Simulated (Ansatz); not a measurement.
The coordinates of a crystal:

```
CELL_PARAMETERS angstrom
2.88799 0.00000 0.00000
-1.44399 2.50107 0.00000
0.00000 0.00000 5.11811
ATOMIC_POSITIONS crystal
Ta 0.70667 0.55797 0.75523
Ta 0.29333 0.44203 0.24477
```

**Before looking at a picture, describe the arrangement of atoms.**

The element is tantalum. The structure has P-1 (No. 2) symmetry and a primitive triclinic lattice. The cell holds two atoms. Ta is coordinated by eight Ta at 2.72 to 2.89 Å. Not all metal-metal contacts are counted. The bonds build a three-dimensional framework.

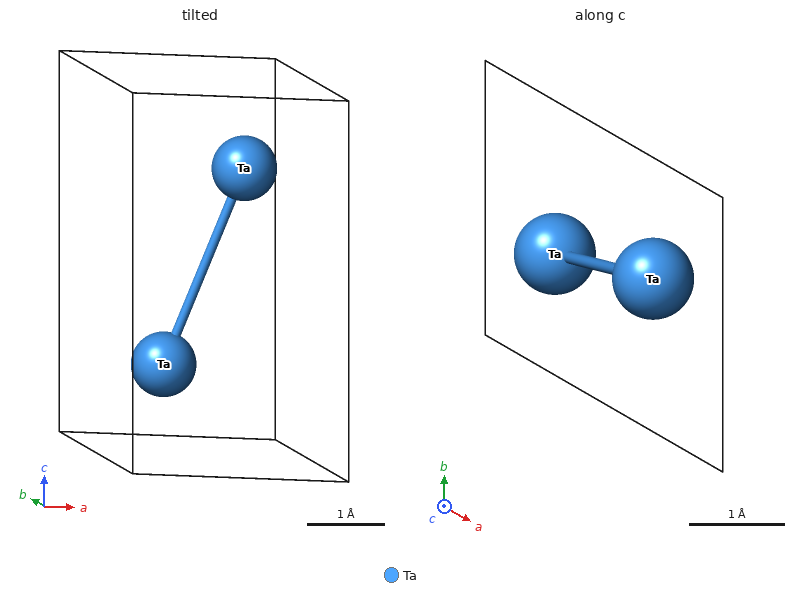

An orthographic ball-and-stick view of the structure, slightly off an axis and along the c axis. Lines trace the edges of the conventional unit cell. Colours: tantalum blue.

Source of the structure: a structure listed in the Materials Project. The cell was then strained or its atoms displaced on purpose. It went into a calculation with Ansatz.

At this level of theory the cell isn't at rest (forces up to 0.9 eV/Å), so its distances can differ from those at equilibrium, the more so the softer the solid.
